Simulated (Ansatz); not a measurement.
Run report: Si, geometry relaxation

Si (I4₁/amd, 2 atoms in the cell), computed with DFT PBE, scalar-relativistic, plane waves, PAW, no spin polarisation (Ansatz 0.2.0).

The structure derives from a Materials Project entry. Figures and captions count atoms from 1; the log counts them from 0 in places.

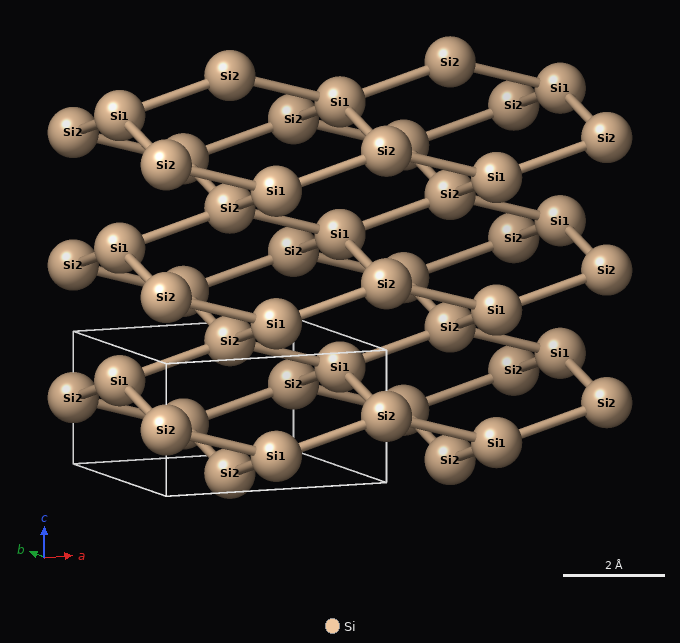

Fig. 1: The structure as given in the input (ball-and-stick view of the cell 2 times as large as that of the calculation, set on its symmetry axes, repeated 2 × 1 × 3, seen slightly off an axis; atoms are numbered from 1 in the order of the input).

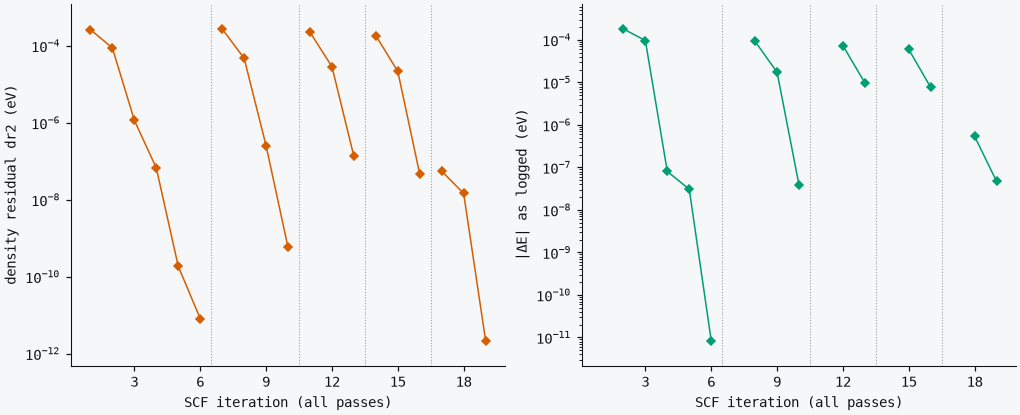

Fig. 2: Convergence of the self-consistent field: density residual dr2 and size of the energy change against the SCF iteration. The dotted lines part the SCF passes of the relaxation: geometry steps, rejected trials and re-solves on a re-selected basis. The 5 passes take 3 to 6 iterations each, 19 in all.

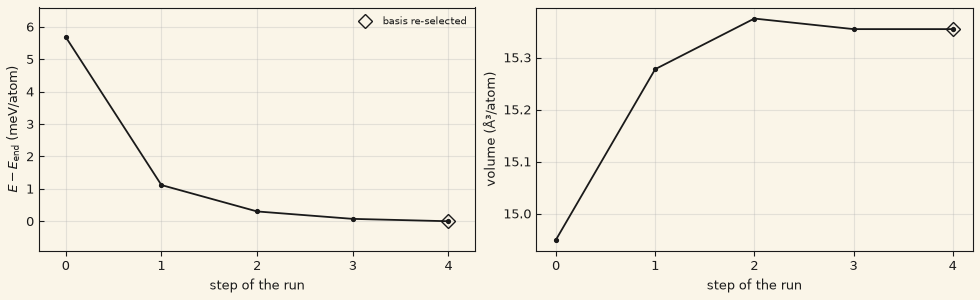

Fig. 3: Progress of the relaxation, step by step (the first geometry is step 0 here and step 1 in the log).

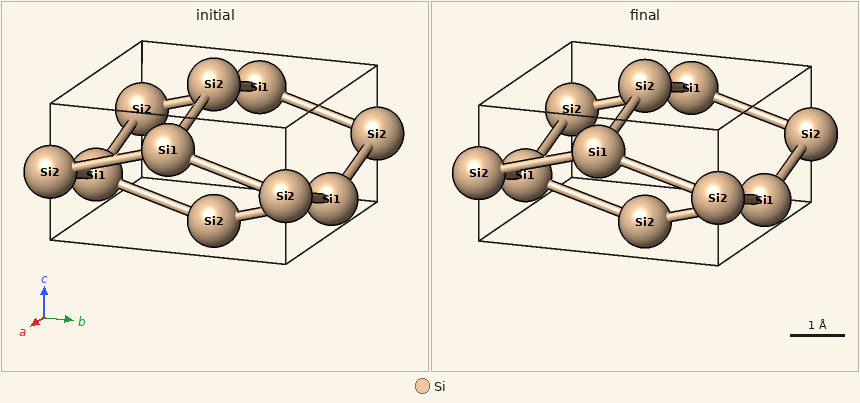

Fig. 4: Before (left) and after (right) the relaxation, at one scale (ball-and-stick view of the cell 2 times as large as that of the calculation, set on its symmetry axes, seen slightly off an axis). Over 3 geometry steps the energy falls by 5.6 meV per atom. All forces vanish by symmetry, so only the cell relaxes. Pressure: 3.31 GPa at the start and 0.00 GPa at the end. The atoms keep their places relative to the cell (all moves are under 0.005 Å). The volume changes by +2.7 %, with a = b 4.743 → 4.818 Å (+1.6 %), c 2.659 → 2.645 Å (−0.5 %). Among the contacts that change: Si1–Si2 2.463 → 2.498 Å. The space group stays I4_1/amd (No. 141). A last SCF at the same geometry on a re-selected plane-wave basis shifts the energy by −0.1 meV per atom. (Atoms are counted from 1 in the order of the input.)

These pictures come from the run below.

## Input file
```yaml
crystal:
  lattice:
    - [-2.3713723045, 2.3713723045, 1.3292653899]
    - [2.3713723045, -2.3713723045, 1.3292653899]
    - [2.3713723045, 2.3713723045, -1.3292653899]
  atoms:
    - { symbol: Si, position: [0.25, 0.75, 0.5] }
    - { symbol: Si, position: [0.5, 0.5, 0.0] }
basis:
  ecutwfc: 420
kpoints:
  mp_grid: { grid: [18, 18, 18] }
hamiltonian:
  xc: pbe
scf:
  occupations: { method: gaussian, width: 0.1 }
output:
  forces: true
  stress: true
  eigenvalues: true
relax:
  adjacent_minimum: "off"
  f_tol: 0.005
  max_steps: 80
  cell: { stress_tol: 0.05 }
```

## The program's output
```
Engine: ansatz 0.2.0, x86_64-unknown-linux-gnu
Pseudopotentials: kind: paw
Pseudopotential: Si, paw, valence charge 4, recommended cutoff 420 eV (normal), Si.paw.azcp
Functional definition: PBE
  parameter kappa = 0.804
  parameter beta = 0.06672455060314922
  exchange = pbe_x(kappa = kappa, mu = beta*pi^2/3)
  correlation = pbe_c(beta = beta)
Crystal: 2 atoms, lattice volume = 29.900 Å³
Basis set: ecut = 420 eV, 581 PW (Γ), exchange–correlation on 50×50×50 points (8 copies of the dense FFT grid, shifted against one another)
Bands: 8, of which v1, the nominal top of the filled ones, is band 4 counted from 1 (3 counted from 0)
Symmetry: 16 space group operations
Space group: I41/amd (ITA 141), of the structure as read, at distance tolerance 3.1e-5 Å
k-points: 480 of 5832
Non-local potential: Si, projectors of the file, l = 0: 2, l = 1: 2, l = 2: 2
PAW form: soft (Blöchl's): semilocal exchange-correlation on the pseudo side does not see the compensation charge
PAW one-centre angular grid: Si, 110 points (default); XC on 64 Gauss nodes
Initial density: superposition of atomic densities (neutral atoms: chi_scale 0, normalization atom), corrected by the library's trained network
Initial wavefunctions: pseudopotential atomic-orbital guess
Functional: x = pbe(κ = 0.804, μ = 0.2195149727645171), c = pbe(β = 0.06672455060314922)
SCF iter   1: F=—  HF=-1271.033724 eV  |F-HF|=—  |Δ(HF+E_count)|=         —  Δρ=1.56e-3  dr2=2.64e-4  ethr=1.77e-3  ⟨swp⟩=5.1  Hψ=30845  notcnv=0
preconditioner: auto → none  [metal: Δε(μ)=0.006 eV  Ē_g=10.226 eV  σ=0.100 eV  W_gap=0.03  n_scr=4 (ndim 8)  ℏωp=19.2 eV  f_vac=0.000  D(μ)=0.74/eV (n_scr^D=4)  sad-step TF]
SCF iter   2: F=—  HF=-1271.033905 eV  |F-HF|=—  |Δ(HF+E_count)|=   1.81e-4  Δρ=9.08e-4  dr2=8.79e-5  ethr=3.30e-6  ⟨swp⟩=2.2  Hψ=8741  notcnv=0
SCF iter   3: F=—  HF=-1271.034002 eV  |F-HF|=—  |Δ(HF+E_count)|=   9.66e-5  Δρ=7.02e-5  dr2=1.16e-6  ethr=1.10e-6  ⟨swp⟩=2.0  Hψ=5680  notcnv=0
iter 4 did not close the SCF: its close was put off for the readings that it lacked (scf_convergence_deferred on its scf_iter line)
SCF iter   4: F=-1271.034002 eV  HF=-1271.034002 eV  |F-HF|=2.46e-8  |Δ(HF+E_count)|=   8.02e-8  Δρ=1.91e-5  dr2=6.65e-8  ethr=1.45e-8  ⟨swp⟩=1.4  Hψ=4452  notcnv=0
iter 5 did not close the SCF: its close was put off for the readings that it lacked (scf_convergence_deferred on its scf_iter line)
SCF iter   5: F=-1271.034002 eV  HF=-1271.034002 eV  |F-HF|=2.05e-11  |Δ(HF+E_count)|=   3.07e-8  Δρ=1.00e-6  dr2=1.85e-10  ethr=8.31e-10  ⟨swp⟩=2.0  Hψ=5662  notcnv=0
SCF iter   6: F=-1271.034002 eV  HF=-1271.034002 eV  |F-HF|=3.41e-12  |Δ(HF+E_count)|=  8.41e-12  Δρ=1.83e-7  dr2=8.13e-12  ethr=2.32e-12  ⟨swp⟩=1.4  Hψ=12690  notcnv=0
SCF 1 converged in 6 iterations: F = -1271.034002 eV  dr2 = 8.13e-12
  greatest PAW one-centre occupation: 0.653 electrons in one spin orbital (limit 2), on the Si atom at site 1 (counted from 0), in its partial waves of l = 0
relax step   1: F+E_penalty+E_count = -1271.03400172 eV  Δ(F+E_penalty+E_count) = +0.000e0 eV  max|allowed force component| = 1.041e-17 eV/Å  Δτ_max = 0.0000 Å  P = +3.309 GPa  Ω = 29.900 Å³  (6 SCF iters, dr2 threshold 1.00e-7 eV, accepted)
Crystal: 2 atoms, lattice volume = 30.555 Å³
Initial density: handed on by an earlier stage of this run
Initial wavefunctions: those handed on with the density
iter 1 solved again at ethr=3.17e-6 eV; its pass at ethr=3.10e-3 eV (dr2=2.54e-4 eV) is discarded
SCF iter   1: F=—  HF=-1271.043248 eV  |F-HF|=—  |Δ(HF+E_count)|=         —  Δρ=1.06e-3  dr2=2.75e-4  ethr=3.17e-6  ⟨swp⟩=2.5  Hψ=33166  notcnv=0
preconditioner: auto → none  [metal: Δε(μ)=0.007 eV  Ē_g=10.082 eV  σ=0.100 eV  W_gap=0.04  n_scr=4 (ndim 8)  ℏωp=19.0 eV  f_vac=0.000  D(μ)=0.78/eV (n_scr^D=4)]
SCF iter   2: F=—  HF=-1271.043156 eV  |F-HF|=—  |Δ(HF+E_count)|=   9.19e-5  Δρ=4.64e-4  dr2=4.75e-5  ethr=3.17e-6  ⟨swp⟩=1.0  Hψ=3840  notcnv=0
SCF iter   3: F=—  HF=-1271.043139 eV  |F-HF|=—  |Δ(HF+E_count)|=   1.73e-5  Δρ=3.70e-5  dr2=2.54e-7  ethr=5.93e-7  ⟨swp⟩=1.3  Hψ=4218  notcnv=0
SCF iter   4: F=-1271.043139 eV  HF=-1271.043139 eV  |F-HF|=2.83e-10  |Δ(HF+E_count)|=   3.84e-8  Δρ=2.33e-6  dr2=5.75e-10  ethr=2.50e-9  ⟨swp⟩=5.0  Hψ=18876  notcnv=0
SCF 2 converged in 4 iterations: F = -1271.043139 eV  dr2 = 5.75e-10
  greatest PAW one-centre occupation: 0.652 electrons in one spin orbital (limit 2), on the Si atom at site 1 (counted from 0), in its partial waves of l = 0
relax step   2: F+E_penalty+E_count = -1271.04313865 eV  Δ(F+E_penalty+E_count) = -9.137e-3 eV  max|allowed force component| = 1.388e-17 eV/Å  Δτ_max = 0.0000 Å  P = +0.713 GPa  Ω = 30.555 Å³  energy of the carried Pulay correction = -9.470e-5 eV  (4 SCF iters, dr2 threshold 2.00e-7 eV, accepted)
Crystal: 2 atoms, lattice volume = 30.750 Å³
Basis set: ecut = 420 eV, 601 PW (Γ), exchange–correlation on 50×50×50 points (8 copies of the dense FFT grid, shifted against one another)
iter 1 solved again at ethr=2.46e-6 eV; its pass at ethr=3.10e-3 eV (dr2=1.97e-4 eV) is discarded
SCF iter   1: F=—  HF=-1271.044850 eV  |F-HF|=—  |Δ(HF+E_count)|=         —  Δρ=8.57e-4  dr2=2.26e-4  ethr=2.46e-6  ⟨swp⟩=2.6  Hψ=32344  notcnv=0
preconditioner: auto → none  [metal: Δε(μ)=0.008 eV  Ē_g=10.043 eV  σ=0.100 eV  W_gap=0.04  n_scr=4 (ndim 8)  ℏωp=18.9 eV  f_vac=0.000  D(μ)=0.82/eV (n_scr^D=4)]
SCF iter   2: F=—  HF=-1271.044777 eV  |F-HF|=—  |Δ(HF+E_count)|=   7.31e-5  Δρ=3.21e-4  dr2=2.87e-5  ethr=2.46e-6  ⟨swp⟩=1.0  Hψ=3884  notcnv=0
SCF iter   3: F=-1271.044768 eV  HF=-1271.044768 eV  |F-HF|=6.76e-9  |Δ(HF+E_count)|=   9.75e-6  Δρ=2.86e-5  dr2=1.34e-7  ethr=2.50e-9  ⟨swp⟩=4.3  Hψ=21702  notcnv=0
SCF 3 converged in 3 iterations: F = -1271.044768 eV  dr2 = 1.34e-7
relax step   3: F+E_penalty+E_count = -1271.04476765 eV  Δ(F+E_penalty+E_count) = -1.629e-3 eV  max|allowed force component| = 2.776e-17 eV/Å  Δτ_max = 0.0000 Å  P = -0.068 GPa  Ω = 30.750 Å³  energy of the carried Pulay correction = -1.185e-4 eV  (3 SCF iters, dr2 threshold 2.00e-7 eV, accepted)
Crystal: 2 atoms, lattice volume = 30.709 Å³
iter 1 solved again at ethr=1.96e-6 eV; its pass at ethr=3.10e-3 eV (dr2=1.57e-4 eV) is discarded
SCF iter   1: F=—  HF=-1271.045294 eV  |F-HF|=—  |Δ(HF+E_count)|=         —  Δρ=7.48e-4  dr2=1.84e-4  ethr=1.96e-6  ⟨swp⟩=2.6  Hψ=32398  notcnv=0
preconditioner: auto → none  [metal: Δε(μ)=0.012 eV  Ē_g=10.055 eV  σ=0.100 eV  W_gap=0.07  n_scr=4 (ndim 8)  ℏωp=19.0 eV  f_vac=0.000  D(μ)=0.81/eV (n_scr^D=4)]
SCF iter   2: F=—  HF=-1271.045234 eV  |F-HF|=—  |Δ(HF+E_count)|=   5.94e-5  Δρ=2.65e-4  dr2=2.16e-5  ethr=1.96e-6  ⟨swp⟩=1.0  Hψ=3902  notcnv=0
SCF iter   3: F=-1271.045227 eV  HF=-1271.045227 eV  |F-HF|=2.59e-8  |Δ(HF+E_count)|=   7.59e-6  Δρ=1.99e-5  dr2=4.59e-8  ethr=2.50e-9  ⟨swp⟩=4.0  Hψ=20381  notcnv=0
SCF 4 converged in 3 iterations: F = -1271.045227 eV  dr2 = 4.59e-8
relax step   4: F+E_penalty+E_count = -1271.04522660 eV  Δ(F+E_penalty+E_count) = -4.590e-4 eV  max|allowed force component| = 1.388e-17 eV/Å  Δτ_max = 0.0000 Å  P = -0.006 GPa  Ω = 30.709 Å³  energy of the carried Pulay correction = -1.077e-4 eV  (3 SCF iters, dr2 threshold 2.00e-7 eV, accepted)
Initial wavefunctions: pseudopotential atomic-orbital guess (no wavefunctions were taken with the density)
iter 1 solved again at ethr=1.43e-8 eV; its pass at ethr=3.10e-3 eV (dr2=1.14e-6 eV) is discarded
SCF iter   1: F=—  HF=-1271.045372 eV  |F-HF|=—  |Δ(HF+E_count)|=         —  Δρ=2.77e-5  dr2=5.54e-8  ethr=1.43e-8  ⟨swp⟩=3.1  Hψ=42733  notcnv=0
preconditioner: auto → none  [metal: Δε(μ)=0.017 eV  Ē_g=10.055 eV  σ=0.100 eV  W_gap=0.09  n_scr=4 (ndim 8)  ℏωp=19.0 eV  f_vac=0.000  D(μ)=0.80/eV (n_scr^D=4)]
SCF iter   2: F=—  HF=-1271.045372 eV  |F-HF|=—  |Δ(HF+E_count)|=   5.35e-7  Δρ=1.42e-5  dr2=1.45e-8  ethr=6.93e-10  ⟨swp⟩=1.0  Hψ=3846  notcnv=0
SCF iter   3: F=-1271.045372 eV  HF=-1271.045372 eV  |F-HF|=2.73e-12  |Δ(HF+E_count)|=   4.68e-8  Δρ=1.61e-7  dr2=2.17e-12  ethr=1.00e-12  ⟨swp⟩=4.3  Hψ=18319  notcnv=0
SCF 5 converged in 3 iterations: F = -1271.045372 eV  dr2 = 2.17e-12
relax step   5: F+E_penalty+E_count = -1271.04537243 eV  Δ(F+E_penalty+E_count) = -1.458e-4 eV  max|allowed force component| = 2.429e-17 eV/Å  Δτ_max = 0.0000 Å  P = +0.003 GPa  Ω = 30.709 Å³  stress off target by 3.54e-2 GPa  SCF on the basis re-selected at this cell (its energy is not comparable with the rows above)  (3 SCF iters)
basis re-selected at this cell: Δ(F+E_penalty+E_count) = -1.458e-4 eV, ΔP = +0.009 GPa vs the last step (what re-selecting the basis moved, of the pressure what is left beyond the Pulay correction that the steps carried, after the strain that the cell walked since its last selection, with what the two solves' SCF thresholds leave and, on support functions, any second-order correction that the steps lacked; it is no measure of the basis error at this ecutwfc). This SCF's stress stands 3.54e-2 GPa from its target on what of the cell is left free (relax.cell.stress_tol is 5.00e-2 GPa) and its largest allowed force component is 2.43e-17 eV/Å (relax.f_tol is 5.00e-3 eV/Å): within both
SCF converged after 3 iterations
Free energy (F): -1271.045372 eV
Harris-Foulkes:  -1271.045372 eV  (|F-HF|=2.73e-12)
Internal energy: -1271.041353 eV  (E = F + TS)
E sigma→0 (E₀):  -1271.043363 eV
Entropy (-TS):   -0.004019 eV (-2.009 meV/atom)
Fermi energy:    9.578586 eV
--- Per-component energies (eV) ---
  E_band       = 33.357740
  E_kinetic    = 81.582109
  E_local      = -4.795560  (includes V_loc(G=0)·N_el)
  E_nonlocal   = 50.972566
  E_hartree    = 2.427143
  E_xc         = -111.453822
  E_vxc        = -94.965645  (∫ρ·V_xc dr)
  E_paw        = -1024.829746  (= ΣΔE_a)
  E_vpaw       = -4.290029  (= ΣTr[D̂ρ^β])
  E_aug_tail   = 0.000014  (compensation charges beyond the density's cutoff)
  E_ewald      = -264.944057
  E_smearing   = -0.004019  (= −TS)
  E_closure    = 0.000000  (closes the sum)
  Σ components = -1271.045372   (vs F -1271.045372, Δ=0.00e0)
--- Forces (eV/Å), atoms counted from 1 ---
  atom   1  Si     0.00000000     0.00000000     0.00000000
  atom   2  Si    -0.00000000     0.00000000    -0.00000000
  max |Σ_I F_I| component: 3.47e-17 eV/Å
--- Stress (GPa, compression-positive) ---
       -0.013547       0.000000       0.000000
        0.000000      -0.013547      -0.000000
        0.000000       0.000000       0.035374
  P = ⅓ Tr σ = 0.0028 GPa (0.028 kbar)
--- Band table (eV; the first three rows and the last of 480) ---
  k-point 0: bands = ["-4.0906", "7.0792", "7.0792", "7.4401", "11.1770", "17.1404", "18.3535", "18.3535"]
  k-point 1: bands = ["-4.0525", "6.2531", "7.1139", "8.1122", "11.4285", "16.5649", "18.0683", "18.8014"]
  k-point 2: bands = ["-3.9380", "5.2148", "7.2181", "8.7187", "12.1517", "15.6274", "17.4251", "18.7321"]
  k-point 479: bands = ["1.2804", "1.2804", "2.8625", "2.8625", "15.4850", "15.4850", "22.3160", "22.3160"]
--- Relaxed structure (4 steps of the walk, 4 accepted, 1 SCFs on fresh bases) ---
  F+E_penalty+E_count = -1271.04537243 eV   max|allowed force component| = 2.429e-17 eV/Å   (the final SCF, on the basis selected at the relaxed cell)
  cell:  # Å, volume = 30.7093 Å³
    - [-2.409247078918629, 2.409247078918629, 1.3226570115445595]
    - [2.409247078918629, -2.409247078918629, 1.3226570115445595]
    - [2.409247078918629, 2.409247078918629, -1.3226570115445595]
  atoms:
    - { symbol: Si, position: [0.24999999999999994, 0.7500000000000001, 0.5000000000000001] }
    - { symbol: Si, position: [0.5, 0.5, 1.4421279092012223e-35] }
```

## Results in brief

| quantity | value |
| --- | --- |
| outcome | converged |
| space group (tolerance 0.01 Å) | I4₁/amd (141) |
| electrons treated | 8 |
| free energy | −1271.0454 eV |
| Fermi energy | 9.579 eV |
| gap on the k-point mesh | none (metallic) |
| pressure | 0.00 GPa |
| final volume | 30.71 Å³ |
| largest force (length of the vector) at the end | under 0.001 eV/Å |
| final cell | a = 3.655 Å, b = 3.655 Å, c = 3.655 Å, α = 97.53°, β = 97.53°, γ = 137.57° |
| hardware | 1 thread of an x86-64 CPU, shared host |
| wall time | 44 s |
| peak memory | 0.5 GiB |
